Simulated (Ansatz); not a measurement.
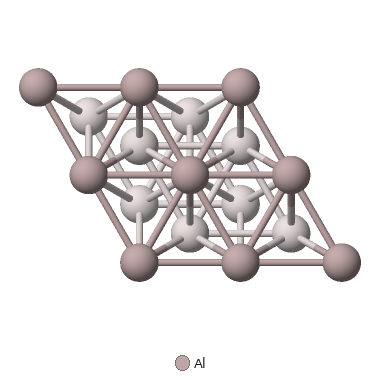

The system is H on an Al(001) slab cut from the P6_3/mmc phase, its upper half relaxed before the scan (32 atoms of substrate and one adsorbate in a 2 × 2 cell); the picture shows it without the atoms that are moved over the map. H is moved over the surface cell at a fixed height above a rigid substrate; the origin of the map has the adsorbate above Al29; the height is held at 2.50 Å. Places are given modulo a cell vector. The map is drawn in real space over the plane of the surface. The grid has 6 × 6 points; 10 points were computed and 26 follow by symmetry. Places are given in fractions of the 1 × 1 surface cell. All energies are given in meV relative to the lowest grid point. The runs have no spin polarisation, so an open-shell adsorbate far from the surface lies too high. At a fixed height the lowest place need not be the adsorption site. Method: Ansatz 0.2.0, DFT PBE+D3(BJ), scalar-relativistic, plane waves, PAW. Settings: cutoff 420 eV, k-mesh 6×6×1, gaussian smearing 0.1 eV, no spin polarisation.

Range: position of H33 along the first surface vector from 0.000 to 0.833; position of H33 along the second surface vector from 0.000 to 0.833.

Q: What landscape does the calculation give?

A: The lowest grid point is at the top site over a surface Al atom, (0/6, 0/6) of the cell vectors. No other kind of well shows on this grid. The highest grid point, a threefold hollow over a second-layer Al atom, (4/6, 2/6) of the cell vectors, lies 204 meV above the lowest. On the interpolated surface the easiest way out of the lowest well to its copy in the next cell or period passes a barrier of about 177 meV. At the lowest point the adsorbate has 1 Al at 2.50 Å as nearest neighbours, at the highest 3 Al at 2.98 Å.

| second ↓, first → | 0/6 | 1/6 | 2/6 | 3/6 | 4/6 | 5/6 |
| --- | --- | --- | --- | --- | --- | --- |
| 5/6 | 43 | 108 | 175 | 175 | 108 | 43 |
| 4/6 | 131 | 175 | 198 | 175 | 131 | 110 |
| 3/6 | 177 | 175 | 175 | 177 | 179 | 179 |
| 2/6 | 131 | 108 | 131 | 179 | 204 | 179 |
| 1/6 | 43 | 43 | 110 | 179 | 179 | 110 |
| 0/6 | 0 | 43 | 131 | 177 | 131 | 43 |

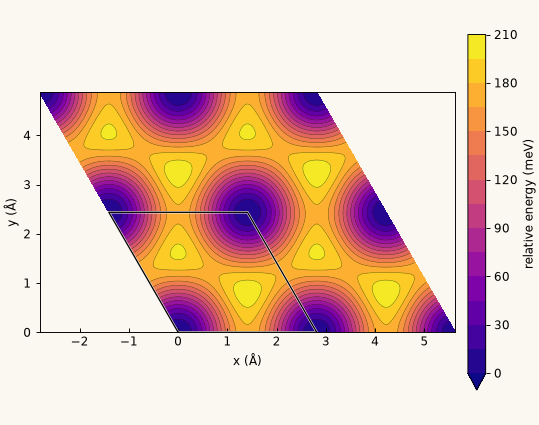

In the figure: filled contours, the outline of one cell of the 2 × 2 shown. Between grid points the surface is interpolated.

Time for the 10 points that were run: 12 min on 2 threads of Arm Neoverse V1, on a shared host.

PAW datasets: the set soft_1.
